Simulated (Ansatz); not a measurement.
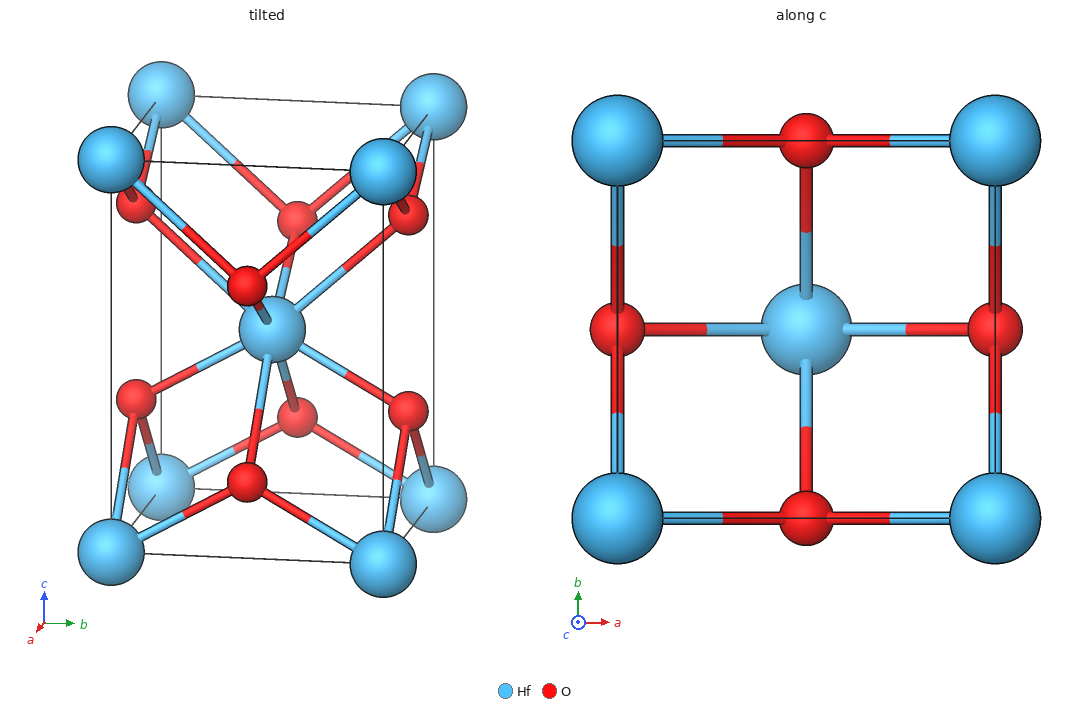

We look at a ball-and-stick model of the crystal slightly off an axis and along the c axis. Thin lines show the conventional unit cell, with boundary atoms drawn in all their periodic places. Cell: a = 3.604 Å, b = 3.604 Å, c = 5.264 Å, α = 90.00°, β = 90.00°, γ = 90.00°.

Give a description of the structure.

Chemical formula HfO$_{2}$. The symmetry is that of P4_2/nmc (No. 137), on a primitive tetragonal lattice. The cell comprises 2 formula units: 2 Hf, 4 O. Hf bonds to eight O in a distorted cubic arrangement at about 2.1 to 2.4 Å. Each O atom is coordinated by four Hf in a distorted tetrahedral arrangement at about 2.1 to 2.4 Å. Not all metal-metal contacts are counted. The bonds build a three-dimensional framework.

Starting structure: a structure listed in the Materials Project. Earlier steps of the study may have refined or changed the cell and positions. A calculation with Ansatz used it as input.
